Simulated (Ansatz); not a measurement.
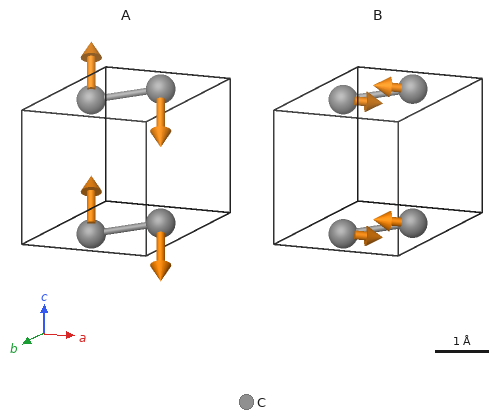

Modes of solid C relaxed at 22 GPa, space group P6/mmm (No. 191), at the zone centre (one member of each degenerate set). The orange arrows give the relative displacements of the atoms. The picture is a ball-and-stick view of the cell of the calculation, seen from a free direction.

Theory: DFT PBEsol, scalar-relativistic, plane waves, PAW (Ansatz).

The frequencies depend somewhat on the k-mesh and the smearing.

Question: Which are infrared-active and which Raman-active?

Answer: A is B₁g, silent by symmetry (neither infrared- nor Raman-active) (869 cm⁻¹). B is E₂g, Raman-active by symmetry (1625 cm⁻¹). The crystal has a centre of inversion, so no mode is both. In a metal the free carriers screen the infrared response.
